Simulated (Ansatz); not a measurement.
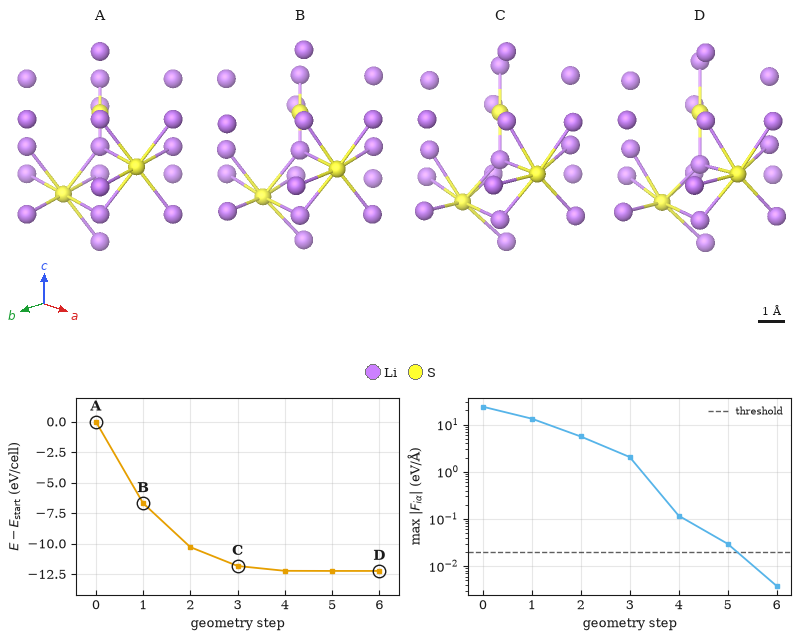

Frames of a relaxation of a defect cell of composition Li16S7 (cell charge +2) (started half-way along a vacancy jump, in the symmetry of that start), marked on the history of the run. A ball-and-stick model of the atoms within 4.2 Å of the atom that moves most (axes of the conventional cell (2 times the calculation's cell) (origin shifted)), seen from a free direction. Lengths and directions refer to the drawn axes.

These are results of DFT PBEsol, scalar-relativistic, plane waves, PAW in Ansatz, not measurements.

The input:
```yaml
crystal:
  lattice:
    - [0.0, 5.6541569289, 5.6541569289]
    - [5.6541569289, 0.0, 5.6541569289]
    - [5.6541569289, 5.6541569289, 0.0]
  atoms:
    - { symbol: Li, position: [0.125, 0.125, 0.125] }
    - { symbol: Li, position: [0.125, 0.125, 0.625] }
    - { symbol: Li, position: [0.125, 0.625, 0.125] }
    - { symbol: Li, position: [0.125, 0.625, 0.625] }
    - { symbol: Li, position: [0.625, 0.125, 0.125] }
    - { symbol: Li, position: [0.625, 0.125, 0.625] }
    - { symbol: Li, position: [0.625, 0.625, 0.125] }
    - { symbol: Li, position: [0.625, 0.625, 0.625] }
    - { symbol: Li, position: [0.375, 0.375, 0.375] }
    - { symbol: Li, position: [0.375, 0.375, 0.875] }
    - { symbol: Li, position: [0.375, 0.875, 0.375] }
    - { symbol: Li, position: [0.375, 0.875, 0.875] }
    - { symbol: Li, position: [0.875, 0.375, 0.375] }
    - { symbol: Li, position: [0.875, 0.375, 0.875] }
    - { symbol: Li, position: [0.875, 0.875, 0.375] }
    - { symbol: Li, position: [0.875, 0.875, 0.875] }
    - { symbol: S, position: [0.0, 0.5, -0.25] }
    - { symbol: S, position: [0.0, 0.0, 0.5] }
    - { symbol: S, position: [0.0, 0.0, 0.0] }
    - { symbol: S, position: [0.5, 0.5, 0.5] }
    - { symbol: S, position: [0.5, 0.5, 0.0] }
    - { symbol: S, position: [0.5, 0.0, 0.5] }
    - { symbol: S, position: [0.5, 0.0, 0.0] }
total_charge: 2
basis:
  ecutwfc: 420
kpoints:
  mp_grid: { grid: [4, 4, 4] }
hamiltonian:
  xc: pbesol
scf:
  occupations: { method: gaussian, width: 0.05 }
output:
  forces: true
  stress: true
  eigenvalues: true
  write_density: true
  write_potential: true
  elf: true
  volumetric_format: npy
relax:
  adjacent_minimum: "off"
  f_tol: 0.02
  max_steps: 60
  escape_saddle: false
```

Command:
```bash
ansatz run input.yaml --threads 4 --pin off --max-ram 9216MiB --backend cpu --events-out ev --progress --plain --runs-dir out
```

Describe the path.

Answer. The largest moves, 0.75 Å, are those of Li4 and Li14. Li14 goes along −c. Largest moves by element: Li 0.75 Å, S 0.33 Å. The cell stays as it was. Among the contacts that change: Li14–S17 1.414 → 2.160 Å, Li5–Li14 2.827 → 2.333 Å, Li14–S19 2.448 → 2.297 Å, Li12–S19 2.448 → 2.543 Å. Bond angles that change, for instance: S19–Li14–S21 109.5° → 128.8°, S17–Li14–S19 125.3° → 115.6°. After 6 geometry steps the energy has fallen by 12.241 eV per cell of the calculation. The largest force component goes from 24 to 0.0038 eV/Å. From step 0 to 1: Li atoms move most (0.19 Å), energy −6.689 eV per cell of the calculation. From step 1 to 3: Li atoms move most (0.39 Å), energy −5.145 eV per cell of the calculation. From step 3 to 6: Li atoms move most (0.20 Å), energy −0.406 eV per cell of the calculation.

```csv
step,"E − E(0), meV/atom","largest force component, eV/Å"
0,0.00,23.8648
1,-290.84,13.3063
2,-447.28,5.5803
3,-514.54,2.0477
4,-531.79,0.1171
5,-532.18,0.0297
6,-532.21,0.0038
```

Limits of the set-up: the periodic images lie only 8.0 Å apart, so the values are limited by the cell's size; the cell is charged, on a uniform background, and energies carry no finite-size correction.
